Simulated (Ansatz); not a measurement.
La₂O₃

```
CELL_PARAMETERS angstrom
6.26678 0.00000 0.00000
-3.13339 5.42719 0.00000
0.00000 0.00000 3.29977
ATOMIC_POSITIONS crystal
La 0.66667 0.33333 0.50000
La 0.33333 0.66667 0.50000
O 0.50801 0.00000 0.00000
O 0.00000 0.50801 0.00000
O 0.49199 0.49199 0.00000
```

Space group P-62m; a structure from a database of computed crystals, not necessarily the ambient phase; computed pressure about 2 GPa in this cell.

Theory: Ansatz, Kohn-Sham DFT of a periodic cell, PBE, Ansatz PAW.

Core electrons are frozen (PAW), and the valence fields are smoothed inside the atomic spheres.

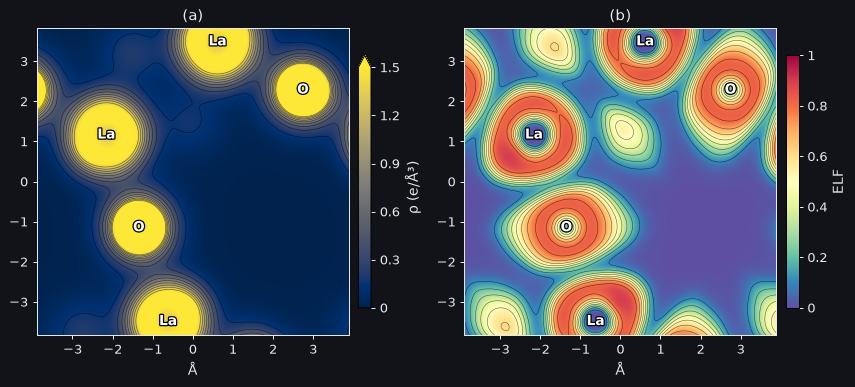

Figure 1. (a) valence electron density; (b) ELF on the (111) plane of the conventional cell.

Q: What does the map show?

A: The section cuts through La and O sites.
La–O (2.45 Å): ρ is about 0.43 e/Å³ halfway; the ELF is about 0.25 at the midpoint (an ionic contact with no shared pair).
The density dies away to nearly zero in the voids.
The features right at La lie inside the PAW spheres, where the map follows smoothed inner orbitals and isn't to be read closely.

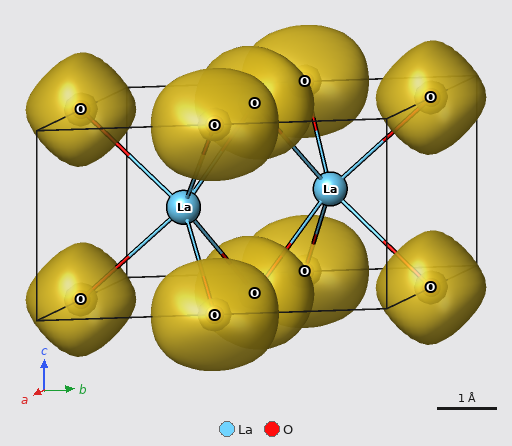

Figure 2. Isosurface of the electron localisation function at 0.6 (yellow), seen slightly off an axis. Only the valence region is drawn (cores and ρ < 0.01 e/Å³ removed). Sticks mark near contacts.

Q: Where are the electrons localised?

A: At this value the surface marks out three regions wrapped around O (the valence shell of each), counted in one cell of 5 atoms. Any copies at cell faces, edges or corners count once.

Q: Does the calculation make it a metal, or give it a gap?

A: It is gapped, with a Kohn–Sham gap of 1.5 eV on the k-point mesh (the band edges may lie off the mesh, which would make the gap smaller).
